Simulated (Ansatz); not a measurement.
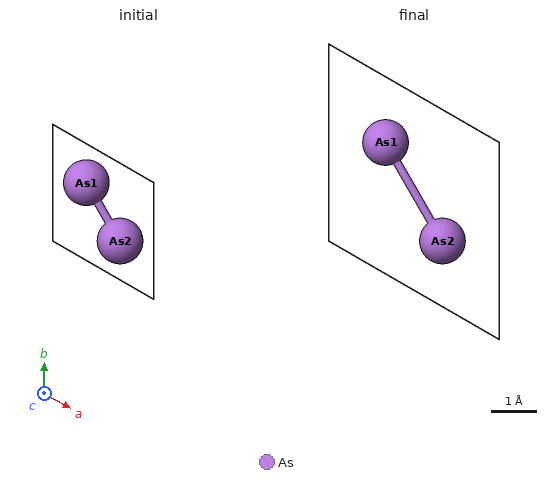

The structure of a crystal of As (a generated structure, set up in P6/mmm) (coarse preliminary run) before (left) and after (right) a relaxation, at one scale.

A ball-and-stick model of the cell of the calculation, seen along the c axis.

These are results of DFT PBE, scalar-relativistic, plane waves, PAW in Ansatz 0.2.0, not measurements. Set-up: plane-wave cutoff 420 eV; k-point mesh 9 × 9 × 4; occupations gaussian; smearing width 0.1 eV; no spin polarisation; cell and atoms relaxed; force threshold 0.04 eV/Å; at most 70 steps.

Q: Describe what moved and what it gained.

A: The atoms keep their places relative to the cell (all moves are under 0.005 Å). The volume changes by +96.3 %, with a = b 2.648 → 4.470 Å (+68.8 %), c 4.276 → 2.944 Å (−31.2 %). Near-neighbour distances that change, for instance: As1–As2 3.057 → 5.162 Å, As1–As1 2.648 → 4.470 Å, As1–As1 (another image) 4.276 → 2.944 Å, As1–As2 (another image) 1.529 → 2.581 Å. The space group stays P6/mmm (No. 191). After 20 accepted moves (24 points after the start) the energy has fallen by 24263 meV per atom. All forces vanish by symmetry, so only the cell relaxes. The pressure goes from 635.33 to 0.15 GPa. The line search rejected the trial step at point 13 of the run. The SCF was repeated 3 times at an unchanged geometry on a basis and grid sized afresh for the cell, which shifted the energy by 1094 meV per atom at most. The run took 20 s on 1 thread of Intel(R) Xeon(R) 6975P-C (Granite Rapids) (shared host), peak memory 0.45 GiB.
